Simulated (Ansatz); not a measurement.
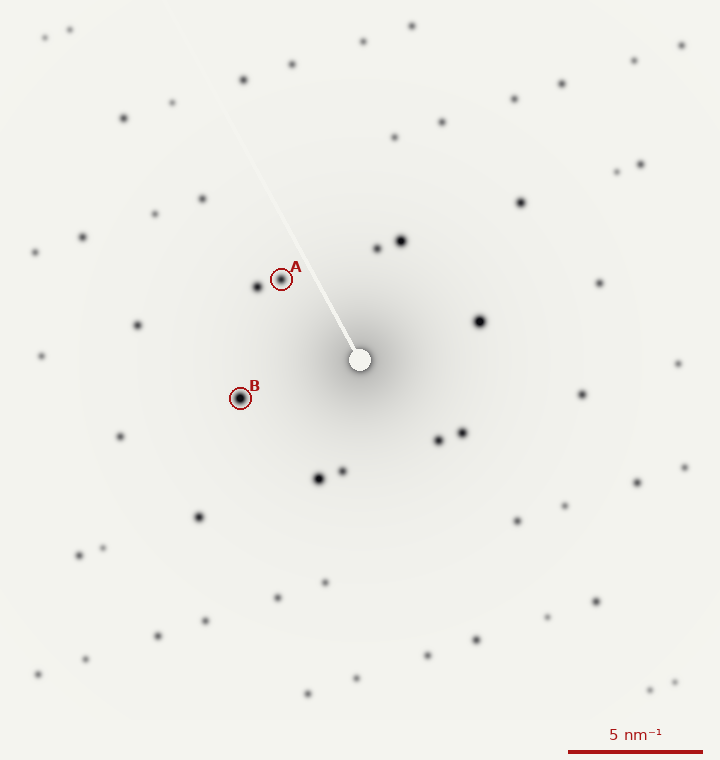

The pattern is a kinematic simulation for 200 kV electrons (no multiple scattering; isotropic B = 0.3 Å²). Two individuals of a reflection twin are superposed (a geometric construction: whether this twin forms is not tested; the second individual is smaller and so fainter). Crystal: Pt, space group P6_3/mmc (No. 194), a = 2.73 Å, c = 4.76 Å (hexagonal axes), zone axis [101]. Structure: the geometry relaxed with Ansatz, DFT, r2SCAN, plane waves (500 eV) with PAW, scalar-relativistic; the starting structure was generated, so it need not be a known form of this composition.

```
Pt
1.0
     2.73333    0.00000    0.00000
    -1.36667    2.36714    0.00000
     0.00000    0.00000    4.76342
Pt
2
Direct
  0.33333 0.66667 0.25000
  0.66667 0.33333 0.75000
```

In the first individual spot A is 0 -1 0 and spot B is 1 -1 -1.

Question: On which plane is the crystal twinned?

Answer: (1-1-1). The spot positions of the combined pattern are mirror-symmetric about the row through 1 -1 -1 (d = 2.120 Å), which both individuals share, while a single individual has only symmetry 2mm without that mirror line. Friedel's law adds a mirror line at right angles, along which no low-index reflection lies.

Question: Which other reflections coincide?

Answer: Within the frame only the reflections of the common row coincide.
